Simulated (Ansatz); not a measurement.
The Ansatz input:

```
crystal:
  lattice:
    - [0.0, 1.9151294299, 1.9151294299]
    - [1.9151294299, 0.0, 1.9151294299]
    - [1.9151294299, 1.9151294299, 0.0]
  atoms:
    - { symbol: Ir, position: [0.0, 0.0, 0.0] }
basis:
  ecutwfc: 420
kpoints:
  mp_grid: { grid: [18, 18, 18] }
  band_path:
    path:
      - [[0.0, 0.0, 0.0], [0.5, 0.0, 0.5], [0.625, 0.25, 0.625]]
      - [[0.375, 0.375, 0.75], [0.0, 0.0, 0.0], [0.5, 0.5, 0.5], [0.5, 0.25, 0.75], [0.5, 0.0, 0.5]]
    npoints: 14
hamiltonian:
  xc: pbesol
scf:
  occupations: { method: gaussian, width: 0.1 }
  n_extra_bands: 6
output:
  forces: true
  stress: true
  eigenvalues: true
  populations: true
  dos: { projected: true, de: 0.02, nscf_kmesh: { grid: [27, 27, 27] } }
  bader: true
  write_density: true
  write_potential: true
  elf: true
  volumetric_format: npy
```

Launched with:
```bash
ansatz run input.yaml --threads 1 --pin off --max-ram 2560MiB --backend cpu --events-out ev --progress --plain --runs-dir out
```

Predict the main features of the density of states.

It is a metal. The density of states at the Fermi level is about 0.9 per eV and cell (mean within 0.25 eV). By projected weight, the states within 0.3 eV of the Fermi level are Ir 5d almost alone. The tallest peak in the window is at −3.5 eV; by projected weight it is Ir 5d almost alone.

Spin-orbit coupling is left out, which matters for Ir.

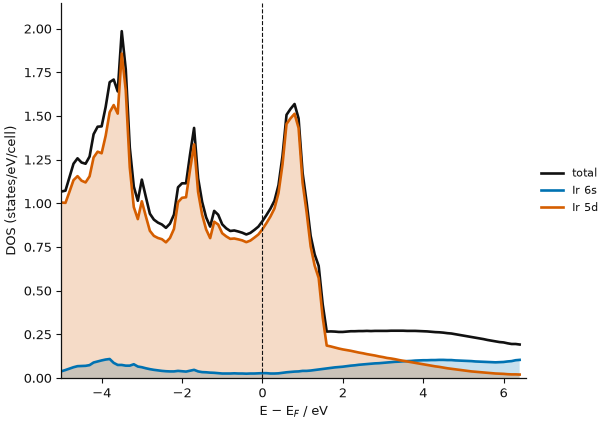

Density of states. Energies are counted from the Fermi level. The partial curves are projected on Löwdin-orthogonalised atomic shells.
